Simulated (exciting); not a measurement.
The N K edge of atom 1 in BN (Qingsongite), space group F-43m, with 4 B at 1.57 Å (tetrahedral, site symmetry -43m), was computed at 2 levels: exchange and screened direct term (singlet BSE) and independent particles. Common settings: exciting, all-electron LAPW+lo, PBE, 6×6×6 shifted k points, 8 conduction bands, |G+q| up to 3 bohr⁻¹, full RPA screening with nempty = 25, Lorentzian half width 0.45 eV.

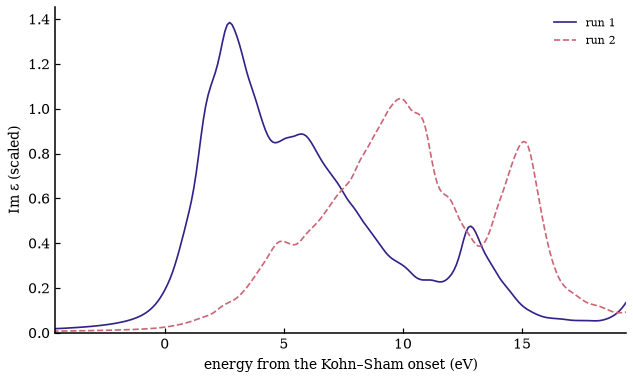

Energy from the Kohn–Sham onset, core level to the lowest empty state found on the meshes used; all runs on one relative scale.

Q: Which run is which, and why?

Run 1: exchange and screened direct term (singlet BSE); highest local maximum in the window at 2.7 eV. Run 2: independent particles; highest local maximum in the window at 9.9 eV. The attractive direct term pulls weight down: the curves pass 0.21 at 0.1 and 3.5 eV in the order of the runs. Fine structure above the first lines is partly noise of the 216-point mesh.

[Hosts, paths, dates, database ids (printed as entryN), source tags and the programs' standing remarks are cut or masked in the printed files.]
